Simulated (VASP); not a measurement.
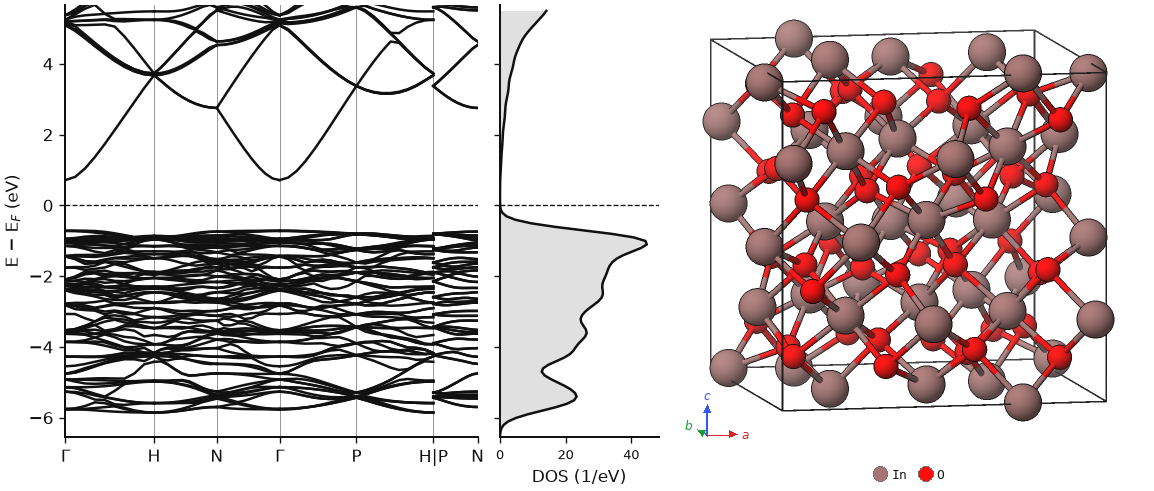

Band structure and density of states, beside the structure. Energies are counted from the Fermi level, put mid-gap where there is a gap. The DOS curve is built from the levels of the k mesh with Gaussians 0.55 eV wide, which also blur the band edges; ripples of that width can come from the mesh.

Structure: In2O3, space group Ia-3 (No. 206), 40 atoms in the primitive cell; cubic a = 10.295 Å.

Computed with VASP 6.6.1: r2SCAN, VASP PAW PBE potentials, release 64 (In_d, O), no spin polarisation, no spin-orbit coupling, 6×6×6 k mesh, 450 eV cutoff, Gaussian smearing of 0.02 eV.

**What does the band structure say about the gap?**

A semiconductor. The gap along this path is 1.43 eV and direct: both edges lie at Γ. At N the top valence band lies only 0.02 eV lower.

**Where is the tallest peak of the filled states in the window?**

Within the window shown, the tallest peak of the filled states lies 0.4 eV under the valence-band top, at about 45 states per eV and cell.

The PAW data sets were made with another functional. LDA, GGA and most meta-GGA functionals understate gaps. The cell was derived from a database entry in an earlier step, so it needn't be the measured one.
